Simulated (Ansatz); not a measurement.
## Ta3N: a changed input and its effect

System: Ta3N (C2/m, 4 atoms in the cell).
Method of run A: DFT PBE, scalar-relativistic, plane waves, PAW, no spin polarisation (Ansatz 0.2.0).

The structure derives from a Materials Project entry. Text and figures count atoms from 1; the logs count them from 0 in places.

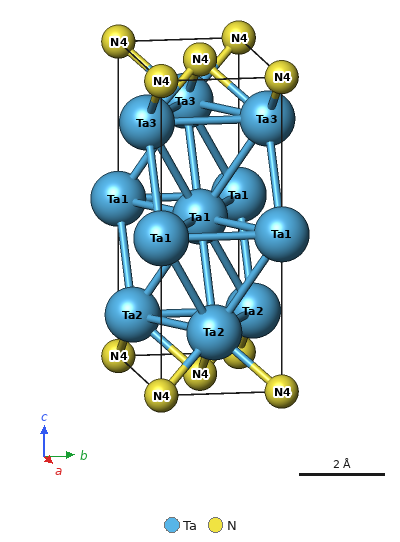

The structure as given in the input (ball-and-stick view of the cell 2 times as large as that of the calculation, set on its symmetry axes, seen slightly off an axis; atoms are numbered from 1 in the order of the input). An atom can appear more than once, as a periodic image. Near neighbours in the periodic cell (some may lie outside the picture): Ta has 12 Ta at 2.90 to 3.08 Å; Ta has 3 N at 2.16 to 2.24 Å and 12 Ta at 2.90 to 3.19 Å; N has 6 Ta at 2.16 to 2.24 Å.

### Input, run A
```yaml
crystal:
  lattice:
    - [2.9009038325, 0.0, 0.0]
    - [-1.4504519163, 2.7216111139, 0.0]
    - [0.0, 0.0, 7.5575881873]
  atoms:
    - { symbol: Ta, position: [0.0, 0.0, 0.5] }
    - { symbol: Ta, position: [0.3333333333, 0.6666666667, 0.1735950547] }
    - { symbol: Ta, position: [0.6666666667, 0.3333333333, 0.8264049453] }
    - { symbol: "N", position: [0.0, 0.0, 0.0] }
basis:
  ecutwfc: 420
kpoints:
  mp_grid: { grid: [18, 18, 6] }
hamiltonian:
  xc: pbe
scf:
  occupations: { method: gaussian, width: 0.15 }
output:
  forces: true
  stress: true
  eigenvalues: true
```

Command:
```bash
ansatz run input.yaml --threads 1 --pin off --max-ram 2560MiB --backend cpu --events-out ev --progress --plain --runs-dir out
```

Hardware: 1 thread of AMD EPYC (Zen 5), 32 GiB of memory available, shared host.

### Output, shortened to warnings, some set-up lines, iterations and results (run A)
```
Basis set: ecut = 420 eV, 1165 PW (Γ), exchange–correlation on 40×48×108 points (8 copies of the dense FFT grid, shifted against one another)
Symmetry: 4 space group operations
k-points: 524 of 1944
Initial density: superposition of atomic densities (neutral atoms: chi_scale 0, normalization atom), corrected by the library's trained network
[...]
SCF iter   1: F=—  HF=-30182.516094 eV  |F-HF|=—  |Δ(HF+E_count)|=         —  Δρ=8.13e-3  dr2=4.73e-2  ethr=1.77e-3  ⟨swp⟩=4.8  Hψ=58316  notcnv=0
SCF iter   2: F=—  HF=-30182.511388 eV  |F-HF|=—  |Δ(HF+E_count)|=   4.71e-3  Δρ=4.74e-3  dr2=1.54e-2  ethr=1.07e-4  ⟨swp⟩=1.0  Hψ=18345  notcnv=0
SCF iter   3: F=—  HF=-30182.509049 eV  |F-HF|=—  |Δ(HF+E_count)|=   2.34e-3  Δρ=6.74e-4  dr2=2.93e-4  ethr=3.49e-5  ⟨swp⟩=2.3  Hψ=17884  notcnv=0
SCF iter   4: F=—  HF=-30182.508981 eV  |F-HF|=—  |Δ(HF+E_count)|=   6.82e-5  Δρ=1.67e-4  dr2=1.71e-5  ethr=6.66e-7  ⟨swp⟩=2.3  Hψ=18050  notcnv=0
SCF iter   5: F=—  HF=-30182.508990 eV  |F-HF|=—  |Δ(HF+E_count)|=   9.09e-6  Δρ=3.39e-5  dr2=5.32e-7  ethr=3.89e-8  ⟨swp⟩=2.1  Hψ=18478  notcnv=0
SCF iter   6: F=-30182.508990 eV  HF=-30182.508990 eV  |F-HF|=7.49e-9  |Δ(HF+E_count)|=   3.00e-8  Δρ=5.17e-6  dr2=1.82e-8  ethr=2.27e-10  ⟨swp⟩=6.1  Hψ=59722  notcnv=0
SCF 1 converged in 6 iterations: F = -30182.508990 eV  dr2 = 1.82e-8
SCF converged after 6 iterations
Free energy (F): -30182.508990 eV
Harris-Foulkes:  -30182.508990 eV  (|F-HF|=7.49e-9)
Internal energy: -30182.471237 eV  (E = F + TS)
E sigma→0 (E₀):  -30182.490114 eV
Entropy (-TS):   -0.037753 eV (-9.438 meV/atom)
Fermi energy:    18.907879 eV
--- Per-component energies (eV) ---
  E_band       = -296.694646
  E_kinetic    = 1229.625917
  E_local      = -1895.828607  (includes V_loc(G=0)·N_el)
  E_nonlocal   = 87.849831
  E_hartree    = 664.493978
  E_xc         = -716.107886
  E_vxc        = -689.424624  (∫ρ·V_xc dr)
  E_paw        = -25316.958714  (= ΣΔE_a)
  E_vpaw       = -357.903224  (= ΣTr[D̂ρ^β])
  E_aug_tail   = 0.000563  (compensation charges beyond the density's cutoff)
  E_ewald      = -4235.546320
  E_smearing   = -0.037753  (= −TS)
  E_closure    = 0.000000  (closes the sum)
  Σ components = -30182.508990   (vs F -30182.508990, Δ=0.00e0)
--- Forces (eV/Å), atoms counted from 1 ---
  atom   1  Ta     0.00000000     0.00000000     0.00000000
  atom   2  Ta     0.00000000    -0.32733039     0.17145337
  atom   3  Ta    -0.00000000     0.32733039    -0.17145337
  atom   4  N      0.00000000     0.00000000     0.00000000
  max |Σ_I F_I| component: 2.78e-17 eV/Å
--- Stress (GPa, compression-positive) ---
        7.207089       0.000000      -0.000000
        0.000000      -4.804538       0.826074
       -0.000000       0.826074       0.570653
  P = ⅓ Tr σ = 0.9911 GPa (9.911 kbar)
```

For run B the input was changed thus:
```diff
-    - [2.9009038325, 0.0, 0.0]
-    - [-1.4504519163, 2.7216111139, 0.0]
+    - [3.1124280703, 0.0, 0.0]
+    - [-1.5562140352, 2.5384257505, 0.0]
```

What does this change do to the results?

With the same functional and potentials, run B lies 10.3 meV per atom lower. The pressure goes from 0.99 to 0.53 GPa. The largest force goes from 0.370 to 0.264 eV/Å. The number of SCF iterations is the same. The plane waves at Γ go from 1165 to 1161.

### Output, shortened to warnings, some set-up lines, iterations and results (run B)
```
Basis set: ecut = 420 eV, 1161 PW (Γ), exchange–correlation on 48×40×108 points (8 copies of the dense FFT grid, shifted against one another)
Symmetry: 4 space group operations
k-points: 524 of 1944
Initial density: superposition of atomic densities (neutral atoms: chi_scale 0, normalization atom), corrected by the library's trained network
[...]
SCF iter   1: F=—  HF=-30182.558289 eV  |F-HF|=—  |Δ(HF+E_count)|=         —  Δρ=8.30e-3  dr2=6.05e-2  ethr=1.77e-3  ⟨swp⟩=4.9  Hψ=58374  notcnv=0
SCF iter   2: F=—  HF=-30182.552929 eV  |F-HF|=—  |Δ(HF+E_count)|=   5.36e-3  Δρ=4.82e-3  dr2=1.89e-2  ethr=1.37e-4  ⟨swp⟩=1.0  Hψ=18341  notcnv=0
SCF iter   3: F=—  HF=-30182.550351 eV  |F-HF|=—  |Δ(HF+E_count)|=   2.58e-3  Δρ=7.10e-4  dr2=3.24e-4  ethr=4.30e-5  ⟨swp⟩=1.8  Hψ=15715  notcnv=0
SCF iter   4: F=—  HF=-30182.550267 eV  |F-HF|=—  |Δ(HF+E_count)|=   8.41e-5  Δρ=1.69e-4  dr2=1.85e-5  ethr=7.35e-7  ⟨swp⟩=2.2  Hψ=17734  notcnv=0
SCF iter   5: F=—  HF=-30182.550273 eV  |F-HF|=—  |Δ(HF+E_count)|=   6.58e-6  Δρ=3.72e-5  dr2=6.47e-7  ethr=4.20e-8  ⟨swp⟩=2.0  Hψ=18418  notcnv=0
SCF iter   6: F=-30182.550273 eV  HF=-30182.550273 eV  |F-HF|=1.35e-8  |Δ(HF+E_count)|=   4.40e-8  Δρ=5.39e-6  dr2=2.54e-8  ethr=2.27e-10  ⟨swp⟩=6.1  Hψ=59810  notcnv=0
SCF 1 converged in 6 iterations: F = -30182.550273 eV  dr2 = 2.54e-8
SCF converged after 6 iterations
Free energy (F): -30182.550273 eV
Harris-Foulkes:  -30182.550273 eV  (|F-HF|=1.35e-8)
Internal energy: -30182.514129 eV  (E = F + TS)
E sigma→0 (E₀):  -30182.532201 eV
Entropy (-TS):   -0.036144 eV (-9.036 meV/atom)
Fermi energy:    18.910774 eV
--- Per-component energies (eV) ---
  E_band       = -297.433550
  E_kinetic    = 1229.323004
  E_local      = -1894.629103  (includes V_loc(G=0)·N_el)
  E_nonlocal   = 87.690773
  E_hartree    = 663.666031
  E_xc         = -716.037782
  E_vxc        = -689.330370  (∫ρ·V_xc dr)
  E_paw        = -25316.889219  (= ΣΔE_a)
  E_vpaw       = -357.817340  (= ΣTr[D̂ρ^β])
  E_aug_tail   = 0.000564  (compensation charges beyond the density's cutoff)
  E_ewald      = -4235.638398
  E_smearing   = -0.036144  (= −TS)
  E_closure    = 0.000000  (closes the sum)
  Σ components = -30182.550273   (vs F -30182.550273, Δ=0.00e0)
--- Forces (eV/Å), atoms counted from 1 ---
  atom   1  Ta     0.00000000     0.00000000     0.00000000
  atom   2  Ta    -0.00000000     0.24677878     0.09329326
  atom   3  Ta     0.00000000    -0.24677878    -0.09329326
  atom   4  N     -0.00000000     0.00000000     0.00000000
  max |Σ_I F_I| component: 3.94e-31 eV/Å
--- Stress (GPa, compression-positive) ---
       -3.590028      -0.000000       0.000000
       -0.000000       4.853363      -0.621265
        0.000000      -0.621265       0.319499
  P = ⅓ Tr σ = 0.5276 GPa (5.276 kbar)
```

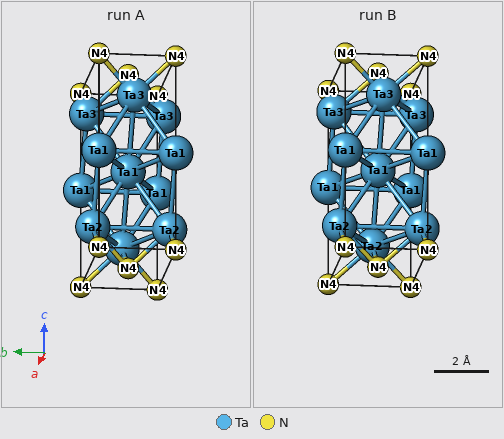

The two input geometries at one scale (ball-and-stick view of the cell 2 times as large as that of the calculation, set on its symmetry axes, seen at an oblique angle). No atom moves by more than 0.005 Å relative to the cell. Cell: a 5.443 → 5.077 Å (−6.7 %), b 2.901 → 3.112 Å (+7.3 %), c stays at 7.558 Å. Volume +0.1 %. Among the contacts that change: Ta1–Ta1 2.901 → 3.112 Å, Ta2–N4 2.239 → 2.141 Å, Ta1–Ta2 3.062 → 2.992 Å, Ta2–Ta3 3.190 → 3.122 Å.

### The two runs side by side

| quantity | run A | run B |
| --- | --- | --- |
| outcome | converged | converged |
| free energy per atom (eV) | −7545.6272 | −7545.6376 |
| energy per atom, smearing taken to zero (eV) | −7545.6225 | −7545.6331 |
| gap on the mesh (eV) | 0.00 | 0.00 |
| pressure (GPa) | 0.99 | 0.53 |
| volume per atom (Å³) | 14.92 | 14.93 |
| largest force (eV/Å) | 0.370 | 0.264 |
| SCF iterations | 6 | 6 |
| irreducible k-points | 524 | 524 |
| plane waves at Γ | 1165 | 1161 |
| wall time (shared host) | 8.9 s | 9 s |

For both runs: Spin–orbit coupling is left out, which matters for Ta.
